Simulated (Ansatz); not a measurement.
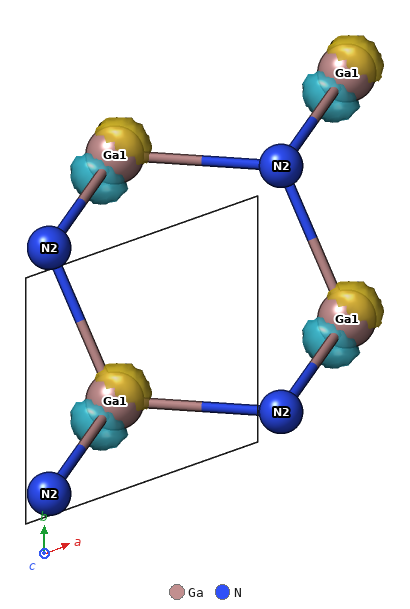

GaN: one atom of the 2-atom cell (and its periodic copies) was moved a little. Density after less density before, yellow at +5 and cyan at −5 e/Å³, seen along the c axis; cell a = 3.19 Å, b = 3.19 Å, c = 3.19 Å, α = 60.00°, β = 60.00°, γ = 60.00°. The lobes lie largely inside the PAW sphere, where the density is a smoothed one.

Space group F-43m; the calculation finds a residual pressure of about 7 GPa at this fixed cell. This isn't the usual form at ambient conditions. The cell comes from a database of computed structures, not from a measurement.

These are results of DFT PBE, scalar-relativistic, plane waves, PAW (Ansatz 0.2.0), not measurements.

Q: Find the displaced atom and its direction.

A: Ga1 moved towards the yellow lobe, up and to the right in the picture. In the run the shift was 0.15 Å along [1 1 −1] in the axes of the cell drawn.

Q: What restoring force does the calculation give for this move?

A: The force on it changes by 1.81 eV/Å along the move, against it: a stiffness of about 12 eV/Å² for this sublattice shift.

Run times: 16 s (moved atom) and 11 s (base cell), on 2 threads of Arm Neoverse V1 (shared host).
